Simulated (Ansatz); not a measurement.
## Electron scattering at the twin(10-12) boundary in hcp Ru with N (interstitial)

Wanted: what the twin(10-12) boundary in hcp Ru with N (interstitial) costs an interconnect.

Program: Ansatz 0.2.0. Level of theory: Ansatz plane-wave DFT, PBE, PAW files; relaxation of a bicrystal slab with its lowest layers held; PAW set soft_1, in the first sound run; inputs show where later runs differ. Results are calculated unless marked as measured.

## Step 1: The structure

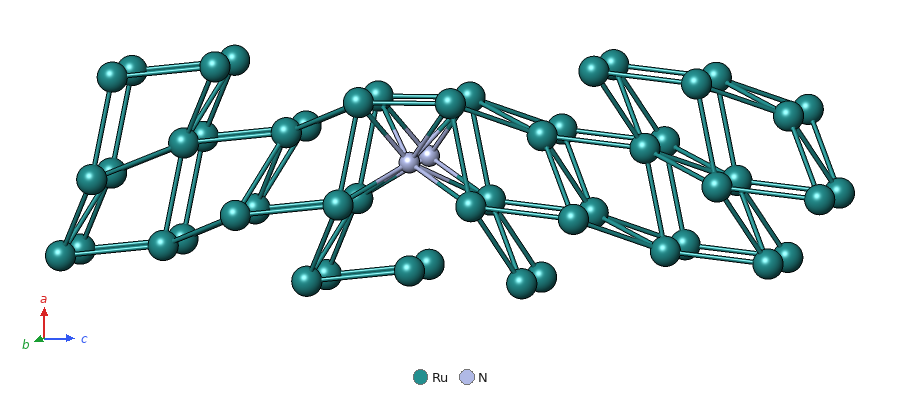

Start, viewed from the side, with the c axis across the page; ruthenium teal, nitrogen light blue. 1×2×1 cells are drawn.

The cell holds 26 atoms: 25 Ru and 1 N. Cell: a = 6.348 Å, b = 2.706 Å, c = 30.744 Å, α = 90.0°, β = 90.0°, γ = 90.0°. It derives from Ru. built on the (1 0 2) plane; 1 overlapping atoms removed and the grains opened by 0.25 Å. Vacuum lies along c.

## Step 2: Relaxing the bicrystal

The boundary is built by mirroring the lower grain in the boundary plane and removing any atoms that overlap; then the N is put in at the boundary. A thin bicrystal slab is relaxed first, with the lowest layers held and the upper grain free to shift and open.

The input, input.yaml:

```yaml
crystal:
  lattice:
    - [6.3481279548, 0.0, 0.0]
    - [0.0, 2.7058, 0.0]
    - [0.0, 0.0, 30.7438509922]
  atoms:
    - { symbol: Ru, position: [0.112577786, 0.4166666667, 0.1626341476] }
    - { symbol: Ru, position: [0.4309007479, 0.9166666666, 0.1969083729] }
    - { symbol: Ru, position: [0.8400622288, 0.9166666667, 0.2140454855] }
    - { symbol: Ru, position: [0.1583851907, 0.4166666666, 0.2483197108] }
    - { symbol: Ru, position: [0.5675466716, 0.4166666667, 0.2654568235] }
    - { symbol: Ru, position: [0.8858696335, 0.9166666666, 0.2997310488] }
    - { symbol: Ru, position: [0.2950311144, 0.9166666667, 0.3168681614] }
    - { symbol: Ru, position: [0.6133540763, 0.4166666666, 0.3511423867] }
    - { symbol: Ru, position: [0.0225155572, 0.4166666667, 0.3682794994] }
    - { symbol: Ru, position: [0.3408385191, 0.9166666666, 0.4025537246] }
    - { symbol: Ru, position: [0.75, 0.9166666667, 0.4196908373] }
    - { symbol: Ru, position: [0.0683229619, 0.4166666666, 0.4539650626] }
    - { symbol: "N", position: [0.5, 0.4166666667, 0.4539650626] }
    - { symbol: Ru, position: [0.75, 0.9166666667, 0.4963709952] }
    - { symbol: Ru, position: [0.3408385191, 0.9166666666, 0.5135081079] }
    - { symbol: Ru, position: [0.0225155572, 0.4166666667, 0.5477823332] }
    - { symbol: Ru, position: [0.6133540763, 0.4166666666, 0.5649194458] }
    - { symbol: Ru, position: [0.2950311144, 0.9166666667, 0.5991936711] }
    - { symbol: Ru, position: [0.8858696335, 0.9166666666, 0.6163307838] }
    - { symbol: Ru, position: [0.5675466716, 0.4166666667, 0.6506050091] }
    - { symbol: Ru, position: [0.1583851907, 0.4166666666, 0.6677421217] }
    - { symbol: Ru, position: [0.8400622288, 0.9166666667, 0.702016347] }
    - { symbol: Ru, position: [0.4309007479, 0.9166666666, 0.7191534597] }
    - { symbol: Ru, position: [0.112577786, 0.4166666667, 0.7534276849] }
    - { symbol: Ru, position: [0.7034163051, 0.4166666666, 0.7705647976] }
    - { symbol: Ru, position: [0.3850933432, 0.9166666667, 0.8048390229] }
kpoints:
  mp_grid: { grid: [4, 9, 1] }
hamiltonian:
  xc: pbe
  pseudopotentials: { kind: paw, azcp: { folder: soft_1 } }
scf:
  occupations: { method: fermi_dirac, width: 0.1 }
relax:
  f_tol: 0.03
  max_steps: 80
  constraints: [{ sites: [0, 1, 2, 3] }]
```

Command:

```sh
$ ansatz run input.yaml --threads 8 --pin off --max-ram 15360MiB --backend cpu --events-out ev --progress --plain --runs-dir out
```

Numbers of over 12 decimals in the logs are rounded to 6 here.

The program printed:

```text
Engine: ansatz 0.2.0, x86_64-unknown-linux-gnu
Pseudopotentials: kind: paw
Pseudopotential: Ru, paw, valence charge 16, recommended cutoff 420 eV (normal), soft_1/Ru.paw.azcp
Pseudopotential: N, paw, valence charge 5, recommended cutoff 420 eV (normal), soft_1/N.paw.azcp
Functional definition: PBE
  parameter kappa = 0.804
  parameter beta = 0.066725
  exchange = pbe_x(kappa = kappa, mu = beta*pi^2/3)
  correlation = pbe_c(beta = beta)
Crystal: 26 atoms, lattice volume = 528.080 Å³
Basis set: ecut = 420 eV, 10363 PW (Γ), exchange–correlation on 90×40×432 points (8 copies of the dense FFT grid, shifted against one another)
Bands: 243, of which v1, the nominal top of the filled ones, is band 203 counted from 1 (202 counted from 0)
Symmetry: 2 space group operations
Space group: Pm (ITA 6), of the structure as read, at distance tolerance 8.1e-5 Å
k-points: 15 of 36 (time reversal used)
Non-local potential: Ru, projectors of the file, l = 0: 3, l = 1: 2, l = 2: 2, l = 3: 1
Non-local potential: N, projectors of the file, l = 0: 2, l = 1: 2, l = 2: 1
PAW form: soft (Blöchl's): semilocal exchange-correlation on the pseudo side does not see the compensation charge
PAW one-centre angular grid: Ru, 590 points (default); XC on 64 Gauss nodes
PAW one-centre angular grid: N, 110 points (default); XC on 64 Gauss nodes
Initial density: superposition of atomic densities (neutral atoms: chi_scale 0, normalization atom)
Initial wavefunctions: pseudopotential atomic-orbital guess
Functional: x = pbe(κ = 0.804, μ = 0.219515), c = pbe(β = 0.066725)
SCF iter   1: F=—  HF=-147359.628396 eV  |F-HF|=—  |Δ(HF+E_count)|=         —  Δρ=1.01e-1  dr2=1.14e2  ethr=3.10e-3  ⟨swp⟩=7.5  Hψ=14181  notcnv=0
preconditioner: auto → LDOS  [metal: Δε(μ)=0.010 eV  Ē_g=5.112 eV  σ=0.100 eV  W_gap=0.03  n_scr=154 (ndim 8)  ℏωp=23.1 eV  f_vac=0.298  D(μ)=23.57/eV (n_scr^D=204)  β→1.0]
SCF iter   2: F=—  HF=-147361.652554 eV  |F-HF|=—  |Δ(HF+E_count)|=    2.02e0  Δρ=1.03e-1  dr2=9.31e1  ethr=3.10e-3  ⟨swp⟩=4.0  Hψ=10166  notcnv=0  defer=11
SCF iter   3: F=—  HF=-147342.462567 eV  |F-HF|=—  |Δ(HF+E_count)|=    1.92e1  Δρ=7.73e-3  dr2=3.93e-1  ethr=3.10e-3  ⟨swp⟩=3.0  Hψ=9122  notcnv=0  defer=32
SCF iter   4: F=—  HF=-147342.378632 eV  |F-HF|=—  |Δ(HF+E_count)|=   8.39e-2  Δρ=3.60e-3  dr2=1.56e-1  ethr=9.71e-5  ⟨swp⟩=3.3  Hψ=8591  notcnv=0  defer=31
SCF iter   5: F=—  HF=-147342.347089 eV  |F-HF|=—  |Δ(HF+E_count)|=   3.15e-2  Δρ=1.14e-3  dr2=2.33e-2  ethr=3.85e-5  ⟨swp⟩=2.0  Hψ=5242  notcnv=0  defer=31
SCF iter   6: F=—  HF=-147342.347427 eV  |F-HF|=—  |Δ(HF+E_count)|=   3.38e-4  Δρ=4.29e-4  dr2=1.80e-3  ethr=5.76e-6  ⟨swp⟩=2.1  Hψ=5400  notcnv=0  defer=31
SCF iter   7: F=—  HF=-147342.348651 eV  |F-HF|=—  |Δ(HF+E_count)|=   1.22e-3  Δρ=1.42e-4  dr2=4.30e-4  ethr=4.44e-7  ⟨swp⟩=2.6  Hψ=5928  notcnv=0  defer=31
SCF iter   8: F=—  HF=-147342.348651 eV  |F-HF|=—  |Δ(HF+E_count)|=   2.94e-7  Δρ=6.07e-5  dr2=6.98e-5  ethr=1.06e-7  ⟨swp⟩=2.1  Hψ=5235  notcnv=0  defer=31
SCF iter   9: F=-147342.348658 eV  HF=-147342.348662 eV  |F-HF|=4.43e-6  |Δ(HF+E_count)|=   1.12e-5  Δρ=2.61e-5  dr2=8.33e-6  ethr=5.56e-9  ⟨swp⟩=5.0  Hψ=12768  notcnv=0
SCF 1 converged in 9 iterations: F = -147342.348658 eV  dr2 = 8.33e-6
  greatest PAW one-centre occupation: 1.000 electrons in one spin orbital (limit 2), on the Ru atom at site 7 (counted from 0), in its partial waves of l = 0
relax step   1: F+E_penalty+E_count = -147342.34865779 eV  Δ(F+E_penalty+E_count) = +0.000e0 eV  max|allowed force component| = 2.455e0 eV/Å  Δτ_max = 0.0000 Å  (9 SCF iters, dr2 threshold 2.25e-5 eV, accepted)
Initial density: handed on by an earlier stage of this run
Initial wavefunctions: those handed on with the density
iter 1 solved again at ethr=5.10e-4 eV; its pass at ethr=3.10e-3 eV (dr2=2.07e0 eV) is discarded
SCF iter   1: F=—  HF=-147343.022150 eV  |F-HF|=—  |Δ(HF+E_count)|=         —  Δρ=1.29e-2  dr2=2.09e0  ethr=5.10e-4  ⟨swp⟩=1.0  Hψ=13811  notcnv=0  defer=10
preconditioner: auto → LDOS  [metal: Δε(μ)=0.003 eV  Ē_g=4.700 eV  σ=0.100 eV  W_gap=0.01  n_scr=154 (ndim 8)  ℏωp=23.1 eV  f_vac=0.303  D(μ)=25.72/eV (n_scr^D=222)  β→1.0]
SCF iter   2: F=—  HF=-147342.955344 eV  |F-HF|=—  |Δ(HF+E_count)|=   6.68e-2  Δρ=5.93e-3  dr2=2.51e-1  ethr=5.10e-4  ⟨swp⟩=2.0  Hψ=5747  notcnv=0  defer=10
SCF iter   3: F=—  HF=-147342.917646 eV  |F-HF|=—  |Δ(HF+E_count)|=   3.77e-2  Δρ=2.59e-3  dr2=7.10e-2  ethr=6.20e-5  ⟨swp⟩=3.0  Hψ=8418  notcnv=0  defer=10
SCF iter   4: F=—  HF=-147342.899579 eV  |F-HF|=—  |Δ(HF+E_count)|=   1.81e-2  Δρ=4.82e-4  dr2=1.23e-3  ethr=1.75e-5  ⟨swp⟩=2.1  Hψ=5456  notcnv=0  defer=14
SCF iter   5: F=—  HF=-147342.899319 eV  |F-HF|=—  |Δ(HF+E_count)|=   2.60e-4  Δρ=1.39e-4  dr2=1.31e-4  ethr=3.04e-7  ⟨swp⟩=3.5  Hψ=7955  notcnv=0  defer=14
SCF iter   6: F=-147342.899386 eV  HF=-147342.899390 eV  |F-HF|=4.35e-6  |Δ(HF+E_count)|=   7.12e-5  Δρ=5.67e-5  dr2=2.91e-5  ethr=2.47e-8  ⟨swp⟩=3.0  Hψ=13905  notcnv=0
SCF 2 converged in 6 iterations: F = -147342.899386 eV  dr2 = 2.91e-5
  greatest PAW one-centre occupation: 1.000 electrons in one spin orbital (limit 2), on the Ru atom at site 25 (counted from 0), in its partial waves of l = 0
relax step   2: F+E_penalty+E_count = -147342.89938600 eV  Δ(F+E_penalty+E_count) = -5.507e-1 eV  max|allowed force component| = 1.598e0 eV/Å  Δτ_max = 0.1987 Å  (6 SCF iters, dr2 threshold 1.00e-4 eV, accepted)
SCF iter   1: F=—  HF=-147343.147077 eV  |F-HF|=—  |Δ(HF+E_count)|=         —  Δρ=6.07e-3  dr2=2.93e-1  ethr=1.60e-3  ⟨swp⟩=4.3  Hψ=7224  notcnv=0  defer=17
preconditioner: auto → LDOS  [metal: Δε(μ)=0.011 eV  Ē_g=4.708 eV  σ=0.100 eV  W_gap=0.03  n_scr=154 (ndim 8)  ℏωp=23.1 eV  f_vac=0.303  D(μ)=25.57/eV (n_scr^D=218)  β→1.0]
SCF iter   2: F=—  HF=-147343.128210 eV  |F-HF|=—  |Δ(HF+E_count)|=   1.89e-2  Δρ=3.00e-3  dr2=8.65e-2  ethr=7.24e-5  ⟨swp⟩=2.2  Hψ=6281  notcnv=0  defer=19
SCF iter   3: F=—  HF=-147343.115240 eV  |F-HF|=—  |Δ(HF+E_count)|=   1.30e-2  Δρ=8.95e-4  dr2=8.98e-3  ethr=2.14e-5  ⟨swp⟩=3.7  Hψ=7785  notcnv=0  defer=19
SCF iter   4: F=—  HF=-147343.113504 eV  |F-HF|=—  |Δ(HF+E_count)|=   1.74e-3  Δρ=2.59e-4  dr2=9.44e-4  ethr=2.22e-6  ⟨swp⟩=2.1  Hψ=5457  notcnv=0  defer=19
SCF iter   5: F=—  HF=-147343.113343 eV  |F-HF|=—  |Δ(HF+E_count)|=   1.61e-4  Δρ=5.75e-5  dr2=5.28e-5  ethr=2.33e-7  ⟨swp⟩=2.3  Hψ=5639  notcnv=0  defer=19
SCF iter   6: F=-147343.113340 eV  HF=-147343.113344 eV  |F-HF|=4.14e-6  |Δ(HF+E_count)|=   1.56e-6  Δρ=2.12e-5  dr2=5.71e-6  ethr=1.30e-8  ⟨swp⟩=4.5  Hψ=11720  notcnv=0
SCF 3 converged in 6 iterations: F = -147343.113340 eV  dr2 = 5.71e-6
  greatest PAW one-centre occupation: 1.000 electrons in one spin orbital (limit 2), on the Ru atom at site 10 (counted from 0), in its partial waves of l = 0
relax step   3: F+E_penalty+E_count = -147343.11334023 eV  Δ(F+E_penalty+E_count) = -2.140e-1 eV  max|allowed force component| = 6.340e-1 eV/Å  Δτ_max = 0.1256 Å  (6 SCF iters, dr2 threshold 1.00e-4 eV, accepted)
[... from here on, the SCF cycles and remarks between the steps are left out ...]
relax step   4: F+E_penalty+E_count = -147343.17450769 eV  Δ(F+E_penalty+E_count) = -6.117e-2 eV  max|allowed force component| = 2.213e-1 eV/Å  Δτ_max = 0.1183 Å  (5 SCF iters, dr2 threshold 6.33e-5 eV, accepted)
relax step   5: F+E_penalty+E_count = -147343.23520933 eV  Δ(F+E_penalty+E_count) = -6.070e-2 eV  max|allowed force component| = 4.895e-1 eV/Å  Δτ_max = 0.1319 Å  (7 SCF iters, dr2 threshold 5.96e-6 eV, accepted)
relax step   6: F+E_penalty+E_count = -147343.26569144 eV  Δ(F+E_penalty+E_count) = -3.048e-2 eV  max|allowed force component| = 6.339e-1 eV/Å  Δτ_max = 0.1951 Å  (6 SCF iters, dr2 threshold 2.92e-5 eV, accepted)
relax step   7: F+E_penalty+E_count = -147343.27675878 eV  Δ(F+E_penalty+E_count) = -1.107e-2 eV  max|allowed force component| = 4.293e-1 eV/Å  Δτ_max = 0.1423 Å  (6 SCF iters, dr2 threshold 1.00e-4 eV, accepted)
relax step   8: F+E_penalty+E_count = -147343.31965013 eV  Δ(F+E_penalty+E_count) = -4.289e-2 eV  max|allowed force component| = 7.903e-2 eV/Å  Δτ_max = 0.0944 Å  (6 SCF iters, dr2 threshold 8.45e-5 eV, accepted)
relax step   9: F+E_penalty+E_count = -147343.32269261 eV  Δ(F+E_penalty+E_count) = -3.042e-3 eV  max|allowed force component| = 4.153e-2 eV/Å  Δτ_max = 0.0287 Å  (7 SCF iters, accepted)
relax step  10: F+E_penalty+E_count = -147343.32427674 eV  Δ(F+E_penalty+E_count) = -1.584e-3 eV  max|allowed force component| = 5.095e-2 eV/Å  Δτ_max = 0.0390 Å  (8 SCF iters, accepted)
relax step  11: F+E_penalty+E_count = -147343.32516990 eV  Δ(F+E_penalty+E_count) = -8.932e-4 eV  max|allowed force component| = 4.036e-2 eV/Å  Δτ_max = 0.0273 Å  (7 SCF iters, accepted)
relax step  12: F+E_penalty+E_count = -147343.32549716 eV  Δ(F+E_penalty+E_count) = -3.273e-4 eV  max|allowed force component| = 9.775e-3 eV/Å  Δτ_max = 0.0127 Å  (5 SCF iters, dr2 threshold 1.02e-6 eV, accepted)
iter 1 solved again at ethr=1.01e-10 eV; its pass at ethr=3.10e-3 eV (dr2=4.11e-7 eV) is discarded
SCF iter   1: F=—  HF=-147343.325478 eV  |F-HF|=—  |Δ(HF+E_count)|=         —  Δρ=9.93e-6  dr2=4.12e-7  ethr=1.01e-10  ⟨swp⟩=1.8  Hψ=8820  notcnv=0  defer=16
SCF iter   2: F=—  HF=-147343.325497 eV  |F-HF|=—  |Δ(HF+E_count)|=   1.90e-5  Δρ=4.45e-6  dr2=1.08e-7  ethr=1.01e-10  ⟨swp⟩=2.3  Hψ=7108  notcnv=0  defer=16
SCF iter   3: F=-147343.325497 eV  HF=-147343.325497 eV  |F-HF|=2.58e-8  |Δ(HF+E_count)|=   1.92e-8  Δρ=2.01e-6  dr2=3.89e-8  ethr=2.47e-11  ⟨swp⟩=5.0  Hψ=12694  notcnv=0
SCF 13 converged in 3 iterations: F = -147343.325497 eV  dr2 = 3.89e-8
relax step  13: F+E_penalty+E_count = -147343.32549739 eV  Δ(F+E_penalty+E_count) = -2.242e-7 eV  max|allowed force component| = 9.808e-3 eV/Å  Δτ_max = 0.0000 Å  (3 SCF iters, accepted)
SCF converged after 3 iterations
Free energy (F): -147343.325497 eV
Harris-Foulkes:  -147343.325497 eV  (|F-HF|=2.58e-8)
Internal energy: -147342.458781 eV  (E = F + TS)
E sigma→0 (E₀):  -147342.892139 eV
Entropy (-TS):   -0.866716 eV (-33.335 meV/atom)
Fermi energy:    13.614365 eV
--- Per-component energies (eV) ---
  E_band       = -5249.900764
  E_kinetic    = 11612.639833
  E_local      = -529564.750798  (includes V_loc(G=0)·N_el)
  E_nonlocal   = 10365.353760
  E_hartree    = 257472.954403
  E_xc         = -4296.586539
  E_vxc        = -5432.285898  (∫ρ·V_xc dr)
  E_paw        = -87669.235673  (= ΣΔE_a)
  E_vpaw       = -7176.783576  (= ΣTr[D̂ρ^β])
  E_aug_tail   = 0.016704  (compensation charges beyond the density's cutoff)
  E_ewald      = 194737.149530
  E_smearing   = -0.866716  (= −TS)
  E_closure    = -0.000000  (closes the sum)
  Σ components = -147343.325497   (vs F -147343.325497, Δ=0.00e0)
--- Forces (eV/Å), atoms counted from 1 ---
  atom   1  Ru     0.07304222     0.00000000     1.43669279
  atom   2  Ru    -0.55724680     0.00000000    -0.11020896
  atom   3  Ru     0.44314933     0.00000000    -0.40190502
  atom   4  Ru     0.03688724     0.00000000    -0.93246667
  atom   5  Ru    -0.00322240     0.00000000     0.00074621
  atom   6  Ru     0.00511099     0.00000000     0.00444545
  atom   7  Ru    -0.00514531     0.00000000     0.00666445
  atom   8  Ru    -0.00101508     0.00000000     0.00190304
  atom   9  Ru    -0.00449056     0.00000000    -0.00432232
  atom  10  Ru     0.00081461     0.00000000     0.00123166
  atom  11  Ru    -0.00048370     0.00000000    -0.00094007
  atom  12  Ru     0.00980761     0.00000000    -0.00309963
  atom  13  N      0.00346125     0.00000000    -0.00437592
  atom  14  Ru    -0.00589916     0.00000000     0.00396378
  atom  15  Ru     0.00031122     0.00000000     0.00036384
  atom  16  Ru     0.00137259     0.00000000     0.00000439
  atom  17  Ru    -0.00103196     0.00000000    -0.00193824
  atom  18  Ru     0.00470499     0.00000000     0.00394176
  atom  19  Ru     0.00022014     0.00000000     0.00064118
  atom  20  Ru    -0.00094690     0.00000000    -0.00157258
  atom  21  Ru     0.00173604     0.00000000    -0.00061009
  atom  22  Ru    -0.00097773     0.00000000     0.00076003
  atom  23  Ru    -0.00125509     0.00000000     0.00128868
  atom  24  Ru    -0.00051635     0.00000000     0.00144857
  atom  25  Ru     0.00094200     0.00000000    -0.00073600
  atom  26  Ru     0.00052039     0.00000000    -0.00190504
  max |Σ_I F_I| component: 1.50e-4 eV/Å
--- Relaxed structure (13 steps of the walk, 13 accepted, 0 SCFs on fresh bases) ---
  F+E_penalty+E_count = -147343.32549739 eV   max|allowed force component| = 9.808e-3 eV/Å
  atoms:
    - { symbol: Ru, position: [0.112577786, 0.416667, 0.162634] }
    - { symbol: Ru, position: [0.4309007479, 0.916667, 0.196908] }
    - { symbol: Ru, position: [0.840062, 0.916667, 0.214045] }
    - { symbol: Ru, position: [0.158385, 0.416667, 0.248320] }
    - { symbol: Ru, position: [0.567101, 0.416667, 0.264187] }
    - { symbol: Ru, position: [0.878509, 0.916667, 0.300053] }
    - { symbol: Ru, position: [0.287554, 0.916667, 0.318046] }
    - { symbol: Ru, position: [0.606058, 0.416667, 0.348785] }
    - { symbol: Ru, position: [0.025523, 0.416667, 0.369891] }
    - { symbol: Ru, position: [0.319581, 0.916667, 0.414928] }
    - { symbol: Ru, position: [0.733551, 0.916667, 0.415202] }
    - { symbol: Ru, position: [0.029020, 0.416667, 0.458999] }
    - { symbol: N, position: [0.544895, 0.416667, 0.448583] }
    - { symbol: Ru, position: [0.678386, 0.916667, 0.497709] }
    - { symbol: Ru, position: [0.264723, 0.916667, 0.513386] }
    - { symbol: Ru, position: [-0.043883, 0.416667, 0.546584] }
    - { symbol: Ru, position: [0.546117, 0.416667, 0.565476] }
    - { symbol: Ru, position: [0.226493, 0.916667, 0.599802] }
    - { symbol: Ru, position: [0.818520, 0.916667, 0.616590] }
    - { symbol: Ru, position: [0.501796, 0.416667, 0.650830] }
    - { symbol: Ru, position: [0.091152, 0.416667, 0.668596] }
    - { symbol: Ru, position: [0.774145, 0.916667, 0.702857] }
    - { symbol: Ru, position: [0.364133, 0.916667, 0.721153] }
    - { symbol: Ru, position: [0.050015, 0.416667, 0.755222] }
    - { symbol: Ru, position: [0.634502, 0.416667, 0.770472] }
    - { symbol: Ru, position: [0.318650, 0.916667, 0.802039] }
```

Elapsed: 16 min, on 8 threads of AMD EPYC (Zen 3), shared host; peak memory 5 GiB.

This run has no spin polarisation although its electron count is odd.

Step by step:

```csv
step,energy less that of the first step (eV),largest force component (eV/Å)
1,0.0000,2.4554
2,-0.5507,1.5978
3,-0.7647,0.6340
4,-0.8258,0.2213
5,-0.8866,0.4895
6,-0.9170,0.6339
7,-0.9281,0.4293
8,-0.9710,0.0790
9,-0.9740,0.0415
10,-0.9756,0.0510
11,-0.9765,0.0404
12,-0.9768,0.0098
13,-0.9768,0.0098
```

The run keeps the 2 symmetry operations that it works with, so distortions that break them were not tested.

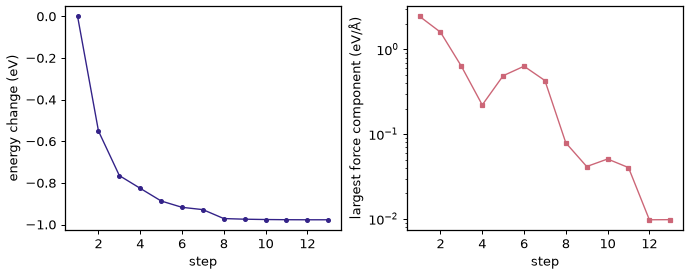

Energy and largest force along the relaxation.

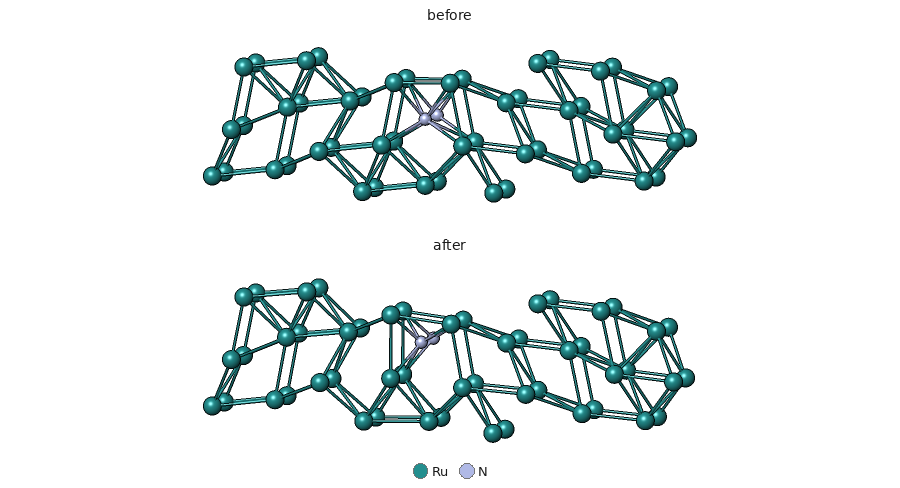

Before and after, at one scale.

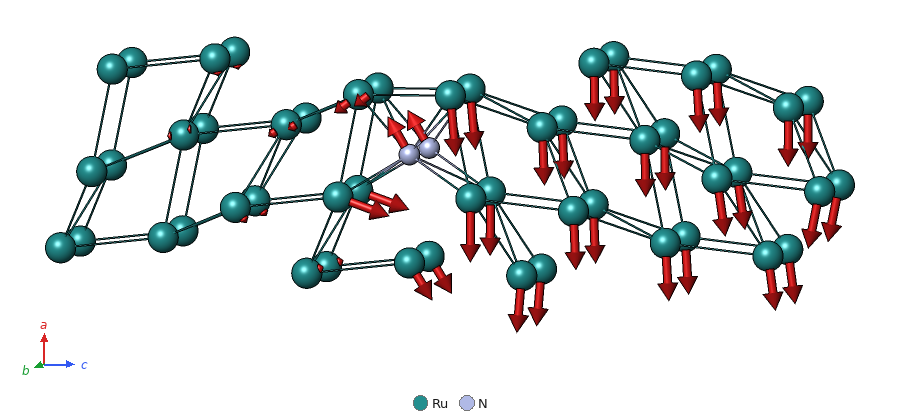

Displacements in the relaxation, exaggerated; the longest in the cell stands for 0.48 Å. 1×2×1 cells are drawn.

The atoms that moved most (Å):

```csv
atom,dx,dy,dz,length
Ru15,-0.483,0.000,-0.004,0.483
Ru14,-0.455,0.000,0.041,0.456
Ru25,-0.437,0.000,-0.003,0.437
Ru18,-0.435,0.000,0.019,0.435
Ru26,-0.422,0.000,-0.086,0.430
Ru23,-0.424,0.000,0.061,0.428
Ru19,-0.428,0.000,0.008,0.428
Ru21,-0.427,0.000,0.026,0.428
```

Numbers from this step:

```yaml
free_energy: -147343.3255 eV
energy_at_zero_smearing: -147342.8921 eV
fermi_energy: 13.61 eV
```

The largest force component on a free atom ends at 0.0098 eV/Å, under the tolerance of 0.03, after 13 steps.

[end of part 1 of 2]

[Logs are printed without paths, hosts, clocks, repeated set-up lines and the standing remarks that a program may print on its own settings, such as how far it seeks lower states.]

[Hosts, paths, dates, database ids (printed as entryN), source tags and the programs' standing remarks are cut or masked in the printed files.]
